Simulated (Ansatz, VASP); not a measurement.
# Cross-check of SnSe2 between VASP and Ansatz, part 2 of 2

One calculation is typed for both programs; each brings its own data sets and cutoff. How far apart do they land? The cell is generated by rule, not measured, and may not be a known phase. The cell comes out of the VASP series on this material, whose earlier steps may have relaxed, scaled or displaced it; both programs get it as it stands.

VASP 6.6.1 and Ansatz 0.2.0.

So far. Step 2 (VASP: band structure, PBE): The run ends at a pressure of -2.66 GPa.

The structure was built from a prototype and need not be the compound's stable phase.

## Step 6: Ansatz: band structure, PBE, spin-orbit coupling

Level of this step: Ansatz beside VASP: Kohn-Sham DFT, plane waves, PBE, spin-orbit coupling (Ansatz).

The same path points are solved in both programs, so levels can be compared one by one.

The cell comes out of the VASP series on this material, whose earlier steps may have relaxed, scaled or displaced it; both programs get it as it stands.

input.yaml reads:

```yaml
crystal:
  lattice:
    - [0.0, 3.5186, 3.5186]
    - [3.5186, 0.0, 3.5186]
    - [3.5186, 3.5186, 0.0]
  atoms:
    - { symbol: Sn, position: [0.0, 0.0, 0.0] }
    - { symbol: Se, position: [0.25, 0.25, 0.25] }
    - { symbol: Se, position: [0.75, 0.75, 0.75] }
hamiltonian:
  xc: pbe
  pseudopotentials: { kind: paw_fr }
magnetization:
  noncollinear: true
  spin_orbit: true
kpoints:
  mp_grid: { grid: [8, 8, 8] }
  band_path:
    path:
      - [0.0, 0.0, 0.0]
      - [0.16667, 0.0, 0.16667]
      - [0.33333, 0.0, 0.33333]
      - [0.5, 0.0, 0.5]
      - [0.5, 0.08333, 0.58333]
      - [0.5, 0.18333, 0.68333]
      - [0.5, 0.25, 0.75]
      - [0.45, 0.3, 0.75]
      - [0.40833, 0.34167, 0.75]
      - [0.35, 0.35, 0.7]
      - [0.225, 0.225, 0.45]
      - [0.075, 0.075, 0.15]
      - [0.03333, 0.03333, 0.03333]
      - [0.23333, 0.23333, 0.23333]
      - [0.4, 0.4, 0.4]
      - [0.51667, 0.46667, 0.51667]
      - [0.55833, 0.38333, 0.55833]
      - [0.60833, 0.28333, 0.60833]
      - [0.60833, 0.25, 0.64167]
      - [0.55833, 0.25, 0.69167]
      - [0.51667, 0.25, 0.73333]
      - [0.5, 0.3, 0.7]
      - [0.5, 0.38333, 0.61667]
      - [0.5, 0.48333, 0.51667]
      - [0.475, 0.475, 0.55]
      - [0.425, 0.425, 0.65]
      - [0.38333, 0.38333, 0.73333]
      - [0.59167, 0.18333, 0.59167]
      - [0.55, 0.1, 0.55]
      - [0.5, 0.0, 0.5]
    npoints: 1
scf:
  occupations: { method: gaussian, width: 0.02 }
  n_extra_bands: 14
output:
  forces: true
  stress: true
  eigenvalues: true
```

Run with:

```sh
$ ansatz run input.yaml --threads 2 --pin off --max-ram 4608MiB --backend cpu --events-out ev --progress --plain --runs-dir out
```

Numbers of over 12 decimals in the logs are rounded to 6 here.

The program printed:

```text
[...]
non-collinear run that drives no moment, with spin-orbit: no starting moment large enough to seed its density (crystal.atoms[].spin), no starting occupations that ask for one, no magnetisation constraint and no magnetic field, so the semilocal B_xc is pinned to zero
Crystal: 3 atoms, lattice volume = 87.124 Å³
[...]
k-point 0: bands = [... 42 lower, 5.4691, 5.4691, 5.9373, 5.9373, 5.9373, 5.9373, 8.8546, 8.8546, ... 10 higher]
  k-point 1: bands = [... 42 lower, 5.5393, 5.5393, 5.8685, 5.8685, 6.5197, 6.5197, 9.0116, 9.0116, ... 10 higher]
  k-point 2: bands = [... 42 lower, 5.4027, 5.4027, 5.6746, 5.6746, 7.3167, 7.3167, 9.6013, 9.6013, ... 10 higher]
  k-point 28: bands = [... 42 lower, 6.6740, 6.6740, 7.3563, 7.3563, 7.4335, 7.4335, 10.5254, 10.5254, ... 10 higher]
[key lines of the parts left out:]
SCF converged after 10 iterations
Magnetization: |M| = 0.0000 μB,  M = (+0.0000, +0.0000, +0.0000) μB
Free energy (F): -16964.542344 eV
Fermi energy:    6.984102 eV
P = ⅓ Tr σ = -2.3442 GPa (-23.442 kbar)
```

Elapsed: 55 s, on 2 threads of Arm Neoverse N1, shared host; peak memory 0.68 GiB; 1.8 min of CPU time.

## Step 7: VASP: band structure, PBE, spin-orbit coupling

The same cell, functional, mesh and smearing now go to VASP, with its own data sets and cutoff.

INCAR reads:

```
SYSTEM = SnSe2
PREC = Accurate
ENCUT = 400
EDIFF = 1E-06
NELM = 100
ISMEAR = 0
SIGMA = 0.02
LREAL = .FALSE.
ALGO = Normal
GGA = PE
LNONCOLLINEAR = .TRUE.
MAGMOM = 0 0 0 0 0 0 0 0 0
NBANDS = 38
GGA_COMPAT = .FALSE.
LASPH = .TRUE.
LSORBIT = .TRUE.
LORBIT = 11
LWAVE = .FALSE.
LCHARG = .FALSE.
KPAR = 4
ISIF = 2
```

POSCAR reads:

```
SnSe2
1.0
    0.0000000000      3.5186000000      3.5186000000
    3.5186000000      0.0000000000      3.5186000000
    3.5186000000      3.5186000000      0.0000000000
Sn Se
1 2
Direct
    0.0000000000      0.0000000000      0.0000000000
    0.2500000000      0.2500000000      0.2500000000
    0.7500000000      0.7500000000      0.7500000000
```

KPOINTS reads:

```
Automatic mesh
0
Gamma
8 8 8
0 0 0
```

KPOINTS_OPT reads:

```
Line mode
16
Line-mode
Reciprocal
  0.00000000   0.00000000   0.00000000 GAMMA
  0.50000000   0.00000000   0.50000000 X

  0.50000000   0.00000000   0.50000000 X
  0.50000000   0.25000000   0.75000000 W

  0.50000000   0.25000000   0.75000000 W
  0.37500000   0.37500000   0.75000000 K

  0.37500000   0.37500000   0.75000000 K
  0.00000000   0.00000000   0.00000000 GAMMA

  0.00000000   0.00000000   0.00000000 GAMMA
  0.50000000   0.50000000   0.50000000 L

  0.50000000   0.50000000   0.50000000 L
  0.62500000   0.25000000   0.62500000 U

  0.62500000   0.25000000   0.62500000 U
  0.50000000   0.25000000   0.75000000 W

  0.50000000   0.25000000   0.75000000 W
  0.50000000   0.50000000   0.50000000 L

  0.50000000   0.50000000   0.50000000 L
  0.37500000   0.37500000   0.75000000 K

  0.62500000   0.25000000   0.62500000 U
  0.50000000   0.00000000   0.50000000 X
```

The projector-augmented-wave data sets are Sn_d and Se (PBE family, release 64).

Run with:

```sh
$ mpirun -np 4 vasp_ncl
```

The program printed:

```text
[... set-up lines as in an earlier step ...]
 entering main loop
       N       E                     dE             d eps       ncg     rms          rms(c)
DAV:   1     0.218708641491E+03    0.21871E+03   -0.98965E+03  2300   0.128E+03
DAV:   2     0.214499576375E+02   -0.19726E+03   -0.18818E+03  2314   0.374E+02
DAV:   3    -0.920261120844E+01   -0.30653E+02   -0.29758E+02  2726   0.137E+02
DAV:   4    -0.107671373816E+02   -0.15645E+01   -0.15425E+01  2510   0.337E+01
[...]
DAV:  12    -0.106457303040E+02   -0.86985E-05   -0.13032E-05  2598   0.383E-02    0.290E-03
DAV:  13    -0.106457315847E+02   -0.12808E-05   -0.16565E-06  2028   0.852E-03    0.163E-03
DAV:  14    -0.106457317795E+02   -0.19471E-06   -0.25183E-07  1764   0.325E-03
   1 F= -.10645732E+02 E0= -.10645178E+02  d E =-.110812E-02  mag=    -0.0000     0.0000    -0.0000
 Start KPOINTS_OPT (optional k-point list driver)
k-point batch [1-29\160]
       N       E                     dE             ncg
DAV:   1     0.819727133234E+03   -0.12089E+05     2300
DAV:   2    -0.491227103820E+04   -0.57320E+04     2334
DAV:   3    -0.580415746584E+04   -0.89189E+03     2700
DAV:   4    -0.584900979658E+04   -0.44852E+02     2508
DAV:   5    -0.585026384001E+04   -0.12540E+01     3120
DAV:   6    -0.585028975179E+04   -0.25912E-01     2912
DAV:   7    -0.585029046905E+04   -0.71726E-03     3180
DAV:   8    -0.585029048407E+04   -0.15019E-04     2740
DAV:   9    -0.585029048427E+04   -0.19825E-06     1638
[...]
k-point batch [146-160\160]
       N       E                     dE             ncg
DAV:   1     0.877404334230E+04   -0.93399E+04     1176
DAV:   2     0.584793885292E+04   -0.29261E+04     1194
DAV:   3     0.538106076849E+04   -0.46688E+03     1396
DAV:   4     0.535824428610E+04   -0.22816E+02     1352
DAV:   5     0.535761044659E+04   -0.63384E+00     1610
DAV:   6     0.535759779527E+04   -0.12651E-01     1586
DAV:   7     0.535759751673E+04   -0.27854E-03     1618
DAV:   8     0.535759751309E+04   -0.36351E-05     1458
DAV:   9     0.535759751300E+04   -0.94829E-07      978
```

Parts of OUTCAR (step 7):

```text
  Total       -1.2828755     -1.2828755     -1.2828755     -0.0000000     -0.0000000      0.0000000
  in kB      -23.5914923    -23.5914923    -23.5914923     -0.0000000     -0.0000000      0.0000000
  external PRESSURE =     -23.5914923 kB  Pullay stress =       0.0000000 kB

 POSITION                                       TOTAL-FORCE (eV/Angst)
 -----------------------------------------------------------------------------------
      0.00000      0.00000      0.00000        -0.000000     -0.000000     -0.000000
      1.75930      1.75930      1.75930         0.000000      0.000000      0.000000
      5.27790      5.27790      5.27790        -0.000000      0.000000      0.000000
 -----------------------------------------------------------------------------------
    total drift:                                0.000000     -0.000000     -0.000000

  FREE ENERGIE OF THE ION-ELECTRON SYSTEM (eV)
  ---------------------------------------------------
  free  energy   TOTEN  =       -10.6457317795 eV

  energy  without entropy=      -10.6446236596  energy(sigma->0) =      -10.64517772

 magnetization (x)
# of ion       s       p       d       tot
------------------------------------------
    1       -0.000  -0.000   0.000  -0.000
    2       -0.000   0.000   0.000   0.000
    3       -0.000   0.000   0.000   0.000
--------------------------------------------------
tot         -0.000   0.000   0.000   0.000

 magnetization (y)
# of ion       s       p       d       tot
------------------------------------------
    1        0.000  -0.000   0.000   0.000
    2        0.000   0.000   0.000   0.000
    3        0.000   0.000   0.000   0.000
--------------------------------------------------
tot          0.000   0.000   0.000   0.000

 magnetization (z)
# of ion       s       p       d       tot
------------------------------------------
    1        0.000   0.000   0.000   0.000
    2        0.000   0.000   0.000   0.000
    3        0.000   0.000   0.000   0.000
--------------------------------------------------
tot          0.000   0.000   0.000   0.000

[... 1 part as in an earlier step ...]

[... 2 further parts left out ...]
[key lines of the parts left out:]
E-fermi :   3.4784
```

The run ends at a pressure of -2.36 GPa.

## Step 8: Side by side

What differs besides the data sets and the points named for the pairs above, as far as they apply: spin-orbit coupling enters by fully relativistic files in Ansatz and inside the spheres in VASP; the data sets hold 46 valence electrons in Ansatz (fully relativistic PAW (standard-fr) files) and 26 in VASP. Total energies have different zeros and are not compared.

The two programs side by side:

```csv
quantity,Ansatz,VASP,difference
pressure (GPa),-2.34,-2.36,+0.01
```

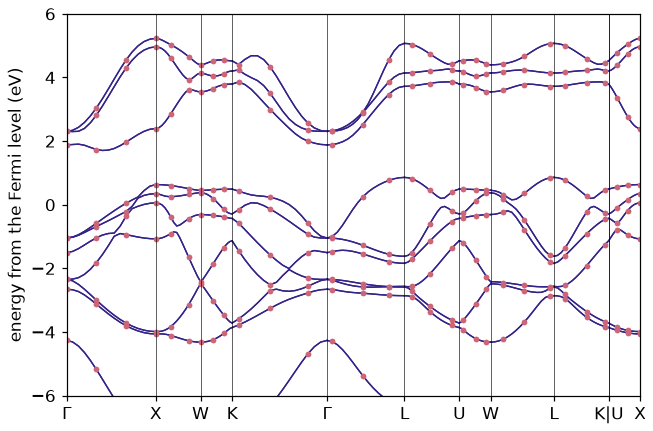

Bands from VASP (lines) and levels from Ansatz (dots). Dots without a line are higher empty bands that the VASP plot leaves out.

Levels from 3 eV below to 2 eV above the Fermi level differ by 3 meV r.m.s. and 9 meV at most; each VASP level is matched to the nearest of Ansatz, which flatters the figure a little. Ansatz's pressure holds a Pulay correction of 0.02 GPa; VASP's holds none.

## Step 9: What moves the difference

An all-electron run, which needs no data sets, serves as referee.

```csv
run,r.m.s. difference of levels near the Fermi level (meV)
as above,3.0
Ansatz's all-electron LAPW method,3.1
```

## Step 10: Summary of results

```
r.m.s. difference of levels near the Fermi level (band structure, PBE)                      : 0.59 meV
r.m.s. difference of levels near the Fermi level (band structure, PBE, spin-orbit coupling) : 3.0 meV
```

**Reading.** The r.m.s. difference of levels near the Fermi level is 3.0 meV (band structure, PBE, spin-orbit coupling), within the 80 meV picked in this series as the mark of a large difference. For band structure, PBE: no further run halves the r.m.s. difference of levels near the Fermi level; only Ansatz's side was varied. The all-electron run, which needs no data set, lies 0.68 meV from VASP, against 0.59 for Ansatz's PAW result. For band structure, PBE, spin-orbit coupling: no further run halves the r.m.s. difference of levels near the Fermi level; only Ansatz's side was varied. The all-electron run, which needs no data set, lies 3.1 meV from VASP, against 3.0 for Ansatz's PAW result. How closely two codes agree says nothing of how well the functional describes the real material.

[Lines on the potential files, build, host, timing and source positions are cut from VASP's logs without a mark.]

[Logs are printed without paths, hosts, clocks, repeated set-up lines and the standing remarks that a program may print on its own settings, such as how far it seeks lower states.]

[Hosts, paths, dates, database ids (printed as entryN), source tags and the programs' standing remarks are cut or masked in the printed files.]
